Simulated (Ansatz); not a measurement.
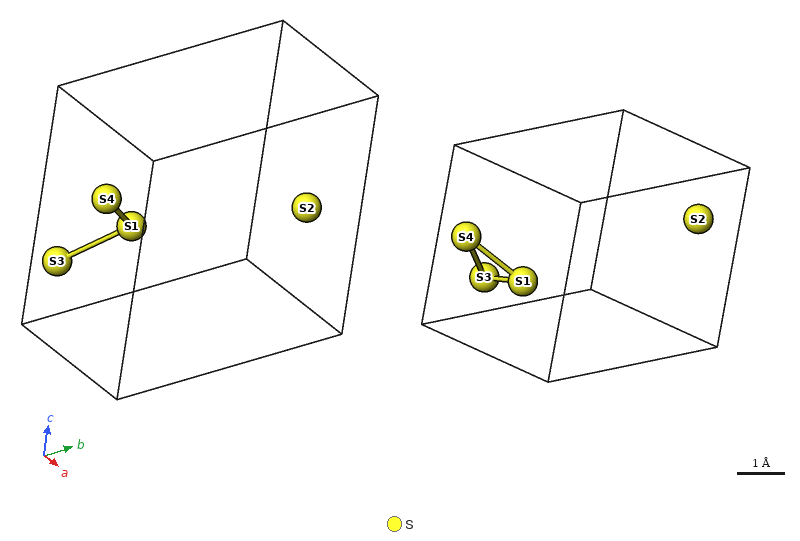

Two geometries of crystalline S (built on the random type) (coarse preliminary run), drawn at one scale. One is the start of a relaxation, the other its converged end. The picture is a ball-and-stick view of the cell of the calculation, seen slightly off an axis.

Level of theory: DFT PBE, scalar-relativistic, plane waves, PAW (Ansatz 0.2.0). Set-up: plane-wave cutoff 420 eV; k-point mesh 4 × 4 × 4; occupations gaussian; smearing width 0.1 eV; no spin polarisation; cell and atoms relaxed; force threshold 0.04 eV/Å; at most 70 steps.

Q: Which of the two is the end point?

A: The left one is the relaxed one. Case: random cell without symmetry. Over 25 accepted moves (28 points after the start) the energy falls by 4160 meV per atom. The largest force component goes from 56 to 0.016 eV/Å. The pressure goes from 48.92 to 0.02 GPa. The line search rejected the trial step at point 20 of the run. At 2 points the geometry stayed and the basis and grid were re-selected for the new cell (energy shift of 9.7 meV per atom at most each time). S4 moves most relative to the cell: 1.50 Å roughly along [2 1 1]. Cell: a 6.993 → 5.214 Å (−25.4 %), b 3.907 → 5.303 Å (+35.7 %), c 4.619 → 5.436 Å (+17.7 %), α 82.3° → 73.6°, β 66.9° → 88.3°, γ 87.7° → 90.1°. Volume +25.3 %. Some distances before and after: S2–S4 3.854 → 2.082 Å, S3–S4 2.037 → 3.454 Å, S1–S3 1.416 → 2.082 Å, S2–S3 2.640 → 2.057 Å. New bonds form: S2–S3 (2.64 → 2.06 Å), S2–S4 (3.85 → 2.08 Å). Bonds break: S3–S4 (2.04 → 3.45 Å). Among the angles between lasting bonds that change: S3–S1–S4 81.8° → 113.2°. The space group stays P1 (No. 1). The run took roughly 3 core-minutes on a shared host.
